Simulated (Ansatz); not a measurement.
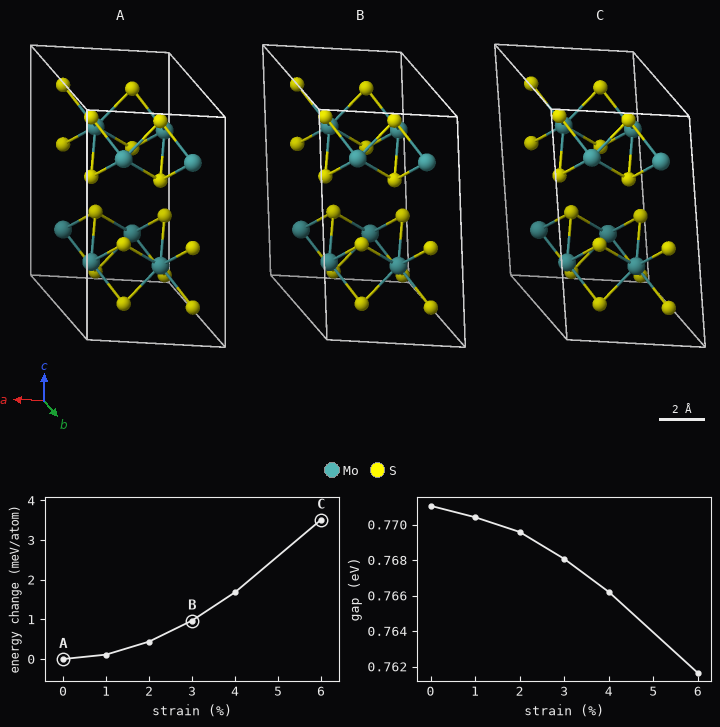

Members of a series of calculations on a crystal of MoS$_{2}$ (set up in P6_3/mmc), marked on the first curve. Style: ball-and-stick. Shown: the cell of the calculation, repeated to show the pattern, from a free direction.

Computed with DFT PBE+D3(BJ), scalar-relativistic, plane waves, PAW (Ansatz). (plane-wave cutoff 420 eV; k-point mesh 12 × 12 × 4; occupations gaussian; smearing width 0.02 eV; no spin polarisation)

Question: Which kind of strain is it, and how does the structure respond?

Answer: Shear of c along a, cell held, atoms relaxed. A (strain 0.0 %): energy change 0.0 meV/atom, volume 17.31 Å³ per atom, gap 0.77 eV. B (strain 3.0 %): energy change 1.0 meV/atom, volume 17.31 Å³ per atom, gap 0.77 eV. C (strain 6.0 %): energy change 3.5 meV/atom, volume 17.31 Å³ per atom, gap 0.76 eV. The rest compares A with C. The drawn cell changes at constant volume: a = b unchanged at 6.298 Å, c 12.092 → 12.114 Å (+0.2 %), α 90.0° → 91.7°, β 90.0° → 86.6°. 
